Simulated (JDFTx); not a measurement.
# Geometry relaxation of I (part 3 of 3)

I (Fmmm, 1 atom in the cell); Kohn-Sham DFT of a periodic cell, SCAN, SG15-PBE-1.2, no spin polarisation (JDFTx 1.7.0 (patched build)); cutoff 1088.45 eV, 3×3×3 k-mesh, fermi-dirac of 0.05 eV. The structure derives from a Materials Project entry. The settings are looser than a standard set-up, so the numbers are not reference values.

Geometry of the input (Å; fractional positions):
```
0.0000  2.3656  3.9098
2.1922  0.0000  3.9098
2.1922  2.3656  0.0000
I  0.0000  0.0000  0.0000
```

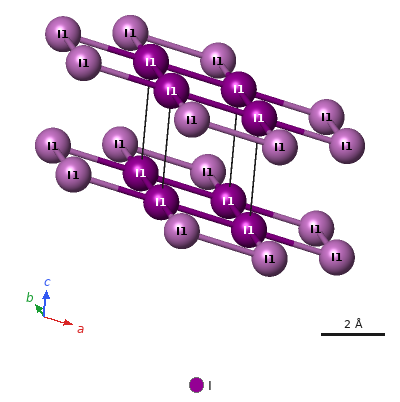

Figure 1. The geometry at step 9 of the log (ball-and-stick view of the reduced cell, seen slightly off an axis; neighbours outside the cell are drawn fainter; atoms are numbered from 1 in the order of the input).

### Trajectory as extended XYZ, continued
```
1
Lattice="0.0000 2.2051 3.9731 2.1991 0.0000 3.9731 2.1991 2.2051 0.0000" Properties=species:S:1:pos:R:3:forces:R:3 step=7 energy=-2694.44351
I     0.0000    0.0000    0.0000    0.0000   0.0000   0.0000
1
Lattice="0.0000 2.2011 3.9733 2.1959 0.0000 3.9733 2.1959 2.2011 0.0000" Properties=species:S:1:pos:R:3:forces:R:3 step=8 energy=-2694.44356
I     0.0000    0.0000    0.0000    0.0000   0.0000   0.0000
1
Lattice="0.0000 2.2017 3.9735 2.1970 0.0000 3.9735 2.1970 2.2017 0.0000" Properties=species:S:1:pos:R:3:forces:R:3 step=9 energy=-2694.44357
I     0.0000    0.0000    0.0000    0.0000   0.0000   0.0000
1
Lattice="0.0000 2.2015 3.9736 2.1973 0.0000 3.9736 2.1973 2.2015 0.0000" Properties=species:S:1:pos:R:3:forces:R:3 step=10 energy=-2694.44357
I     0.0000    0.0000    0.0000    0.0000   0.0000   0.0000
```
